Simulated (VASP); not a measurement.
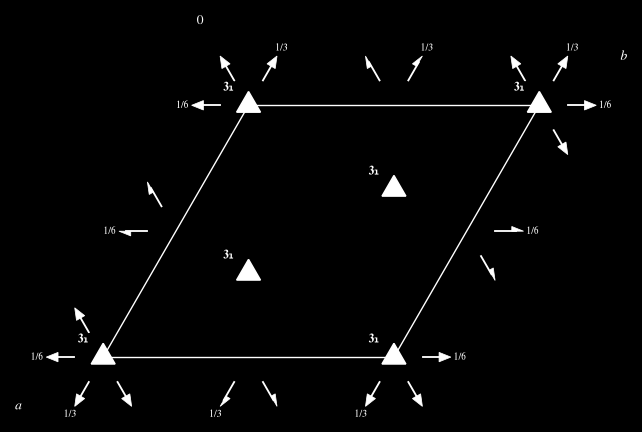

Symmetry elements of a space group, projected down c, computed from the operations of a computed or model structure of composition TiO2.

Graphical symbols as in the International Tables (origin upper left, heights as fractions; handed screw axes are marked by their printed symbols).

### Give the Hermann–Mauguin symbol and number.

P3₁21, No. 152; primitive trigonal (hexagonal lattice), point group 32, 6 general positions a cell.

### List the elements shown.

3₁ axes along c at (0, 0), (1/3, 2/3), (2/3, 1/3); 2 axes along [1 1 0] at height 0; 2 axes along a at height 1/3; 2 axes along b at height 1/6; 2₁ axes along [1 1 0] at height 0; 2₁ axes along a at height 1/3; 2₁ axes along b at height 1/6. Heights repeat every half period; positions are (a, b) fractions, modulo 1.
